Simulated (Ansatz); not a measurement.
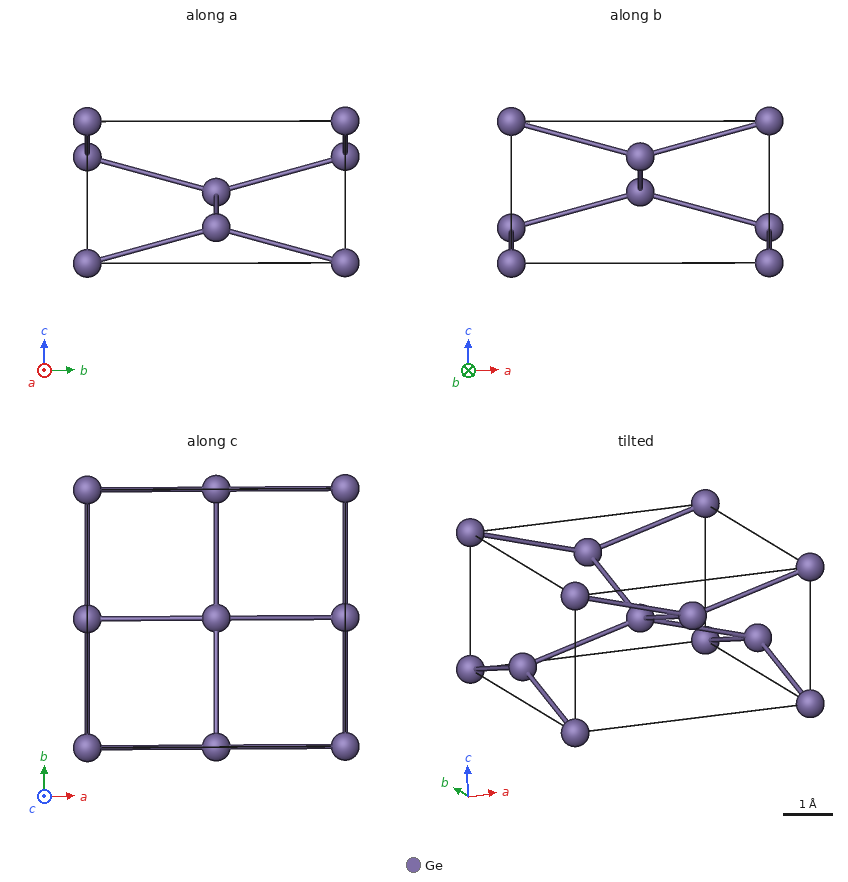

Shown here is a ball-and-stick view of the crystal, taken along the a axis, along the b axis, along the c axis and slightly off an axis. The edges of the drawn cell (a repeat of the simulation cell) are marked.

Lattice parameters: a = 5.332 Å, b = 5.332 Å, c = 2.934 Å, α = 89.88°, β = 89.88°, γ = 89.67°. Put a along x and b in the xy plane.

### Reconstruct the structure as a POSCAR file.

```
Ge
1.0
     5.332    0.000    0.000
     0.031    5.332    0.000
     0.006    0.006    2.934
Ge
4
Direct
  0.0000 0.9998 0.0001
  0.4998 0.0000 0.7501
  0.5000 0.4998 0.5001
  0.9998 0.5000 0.2501
```

It derives from a structure type filled with this element by a generator (whether the element takes this form wasn't checked). Earlier steps of the study may have refined or changed the cell and positions. Ansatz was used for an electronic-structure calculation on it.

At this level of theory the cell isn't at rest (stretched, at -4 GPa), so its distances can differ from those at equilibrium, the more so the softer the solid.
